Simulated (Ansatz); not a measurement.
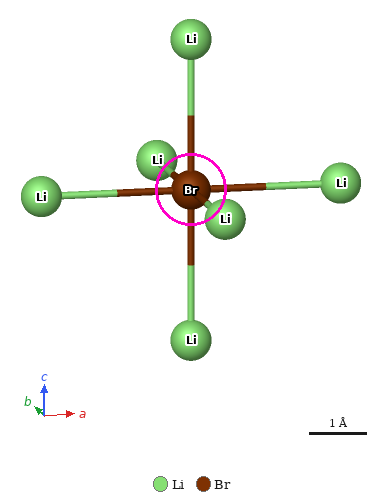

Perfect LiBr. The picture is a ball-and-stick view of the atoms within 3.8 Å of one point, seen slightly off an axis.

The calculation used DFT, PBE, plane-wave PAW, default files, scalar-relativistic (Ansatz). (plane-wave cutoff 420 eV; k-point mesh 2 × 2 × 2; occupations fermi dirac; smearing width 0.01 eV; no spin polarisation) A uniform background neutralises the charged cell. The axes drawn are those of the host's conventional cell.

A bromine atom is taken out (a vacancy) at the ringed place, in charge state +1. The supercell has 54 sites, and the atoms are relaxed at the host's cell.

**Predict the relaxed surroundings of the defect.**

Around the empty Br site the host had 6 Li at 2.72 Å; after relaxation the nearest atoms are 6 Li at 3.00 Å. Of the host's atoms, a lithium atom moves furthest from its site, by 0.28 Å. Relaxing the atoms from the host's sites lowers the energy by 0.71 eV.

The relaxed defect, seen from the same direction:

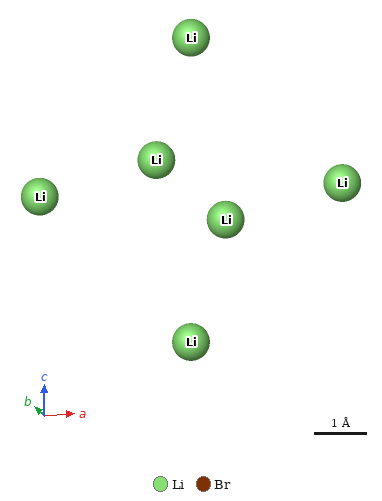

Limits of the set-up: the cell is charged, on a uniform background, and energies carry no finite-size correction.
